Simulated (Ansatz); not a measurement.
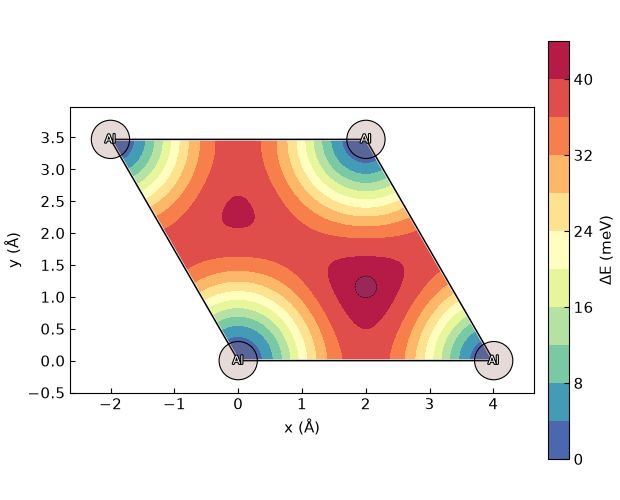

H on an AlAs(111) slab cut from the F-43m phase, its upper half relaxed before the scan (4 atoms of substrate and one adsorbate in a 1 × 1 cell). 
- H is moved over the surface cell at a fixed height above a rigid substrate; the origin of the map has the adsorbate above Al4; the height is held at 3.40 Å.
- Places are given modulo a cell vector. The map is drawn in real space over the plane of the surface.
- Grid: 9 × 9 points; 19 points were computed and 62 follow by symmetry.
- Energies are in meV, from the lowest grid point.
- With one adsorbate in each 1 × 1 cell, its nearest image is 4.0 Å away, so neighbouring adsorbates interact. At a fixed height the lowest place need not be the adsorption site.
- Theory: DFT PBE+D3(BJ), scalar-relativistic, plane waves, PAW (Ansatz). Settings: cutoff 420 eV, k-mesh 9×9×1, gaussian smearing 0.05 eV, spin-polarised.

Drawn: filled contours, labelled circles for the atoms of the top layer and small ones for the second layer, the outline of one cell of the plane. Between grid points the surface is interpolated.

The lowest grid point is at the top site over a surface Al atom, (0/9, 0/9) of the cell vectors. No other kind of well shows on this grid. The highest grid point, a threefold hollow over a second-layer As atom, (6/9, 3/9) of the cell vectors, lies 42.3 meV above the lowest. On the interpolated surface the easiest way out of the lowest well to its copy in the next cell or period passes a barrier of about 38 meV. At the lowest point the adsorbate has 1 Al at 3.40 Å as nearest neighbours, at the highest 1 As at 3.98 Å.

The scan is repeated with another setting: the height is held at 3.10 Å; all else is set up alike.

Question: What does this change do to the map?

Answer: The lowest place stays at the top site over a surface Al atom, (0/9, 0/9) of the cell vectors. The span from the lowest to the highest grid point grows from 42.3 to 111.7 meV. The easiest pass out of the lowest well goes from about 38 to about 101 meV on the interpolated surfaces. In the new map: at the lowest point the adsorbate has 1 Al at 3.10 Å as nearest neighbours, at the highest 1 As at 3.68 Å.

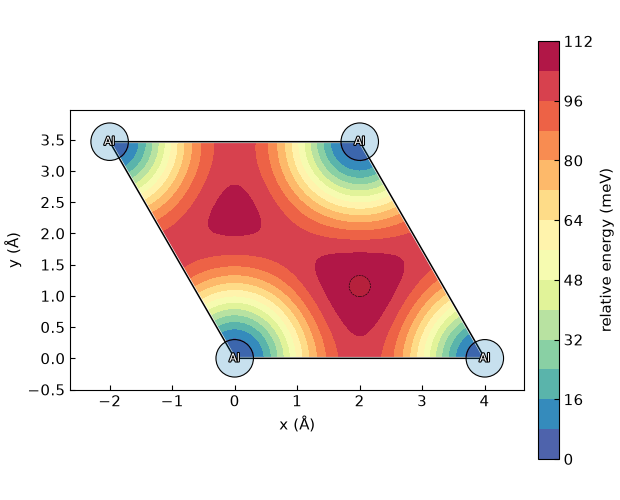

The map after the change, on a colour scale of its own. Drawn: filled contours, labelled circles for the atoms of the top layer and small ones for the second layer, the outline of one cell of the plane. Between grid points the surface is interpolated.

PAW datasets: the set soft_1.
